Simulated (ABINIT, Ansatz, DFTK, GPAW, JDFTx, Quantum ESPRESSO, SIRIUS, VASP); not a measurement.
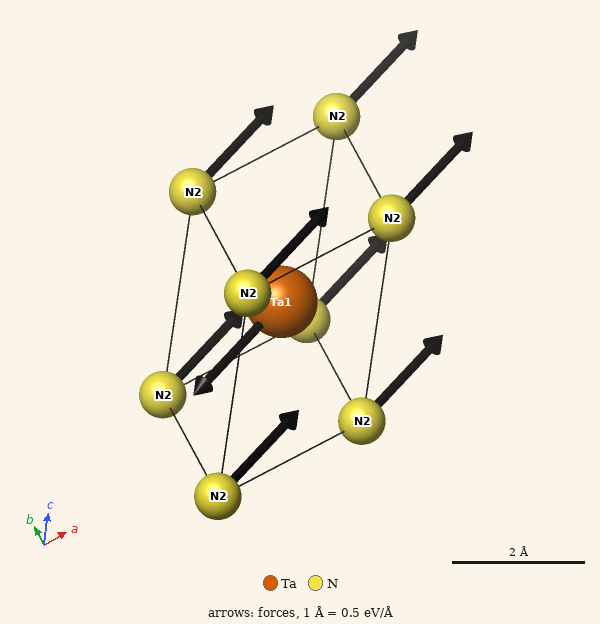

TaN (2 atoms) with its atoms moved off their places at random, by some hundredths of an ångström. The arrows are the forces from GPAW (PAW data 1.2.1). The parent cell is a structure listed in the Materials Project. It needn't be the stable form of this composition.

```
Ta N
1.0
     0.00000    2.21132    2.21132
     2.21132    0.00000    2.21132
     2.21132    2.21132    0.00000
Ta N
1 1
Direct
  0.51353 0.48421 0.52898
  0.98710 0.98530 0.01570
```

The same cell was run in eight programs or potential sets. Alike in all runs: functional PBE; k mesh 10 × 10 × 10 on the run's cell of 2 atoms; occupations fermi-dirac, width 0.05 eV; no spin polarisation; no spin-orbit coupling. The table gives the Cartesian components of the force on Ta1; with the net force removed, that on N2 is equal and opposite.

| program | Fx on Ta1 (eV/Å) | Fy on Ta1 (eV/Å) | Fz on Ta1 (eV/Å) |
| --- | --- | --- | --- |
| GPAW (PAW data 1.2.1) | -0.213 | -0.696 | -0.452 |
| ABINIT (JTH PAW PBE v2.0) | -0.208 | -0.682 | -0.438 |
| Quantum ESPRESSO (SSSP 1.3 efficiency) | -0.205 | -0.672 | -0.436 |
| SIRIUS (PseudoDojo 0.4.1 standard) | -0.202 | -0.661 | -0.430 |
| Ansatz (Ansatz PAW soft_1) | -0.203 | -0.665 | -0.432 |
| JDFTx (PseudoDojo 0.5 standard) | -0.202 | -0.661 | -0.430 |
| VASP (PBE potentials, release 64 Ta_pv, N) | -0.203 | -0.665 | -0.433 |
| DFTK (PseudoDojo 0.4.1 standard) | ? | ? | ? |

**What does DFTK (PseudoDojo 0.4.1 standard) give?**

(-0.202, -0.661, -0.430) eV/Å on Ta1. The medians of the other rows are -0.203, -0.665, -0.433 eV/Å.

**How well do the programs agree?**

The size of the force spans 0.814 to 0.857 eV/Å. Against the median force vectors, the rows deviate by 0.005 eV/Å rms as a rule, and GPAW (PAW data 1.2.1) most, by 0.038 eV/Å. With one functional throughout, the spread comes from potentials, basis sets and numerical settings. Deviations count direction as well as size.
